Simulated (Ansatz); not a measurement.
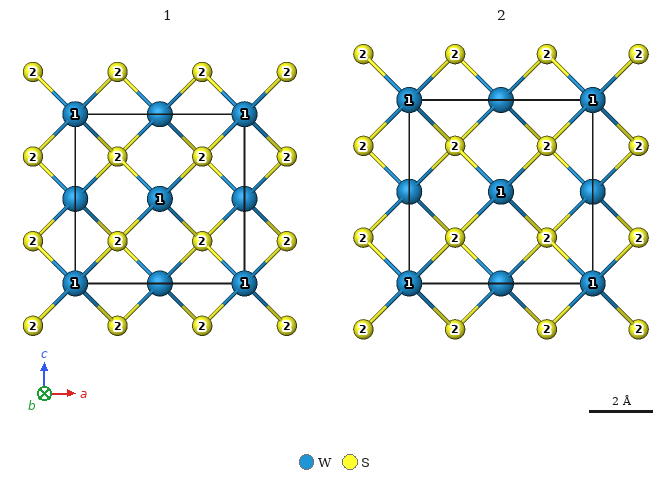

Two geometries of a crystal of WS (built on the zinc blende type), drawn at one scale. One is the start of a relaxation, the other its converged end. Style: ball-and-stick. Shown: the conventional cell (4 times the calculation's cell), along the b axis. Lengths and directions refer to the drawn axes.

These are results of Ansatz, DFT r2SCAN+U, scalar-relativistic, plane waves, PAW, not measurements. (plane-wave cutoff 500 eV; k-point mesh 14 × 14 × 14; occupations gaussian; smearing width 0.1 eV; U W 6.2 eV; collinear spin; cell and atoms relaxed; force threshold 0.01 eV/Å; at most 80 steps)

> Which one is relaxed?

Structure 2 is the relaxed one. After 4 accepted moves (5 points after the start) the energy has fallen by 392 meV per atom. All forces vanish by symmetry, so only the cell relaxes. Pressure: 28.41 GPa at the start and 0.02 GPa at the end. At 1 point the geometry stayed and the basis and grid were re-selected for the new cell (energy shift of 2.1 meV per atom at most each time). No atom moves by more than 0.005 Å relative to the cell. The drawn cell changes as follows: a = b = c 5.460 → 5.919 Å (+8.4 %); the volume changes by +27.4 %. Among the contacts that change: W1–S2 2.364 → 2.563 Å. The space group stays F-43m (No. 216).
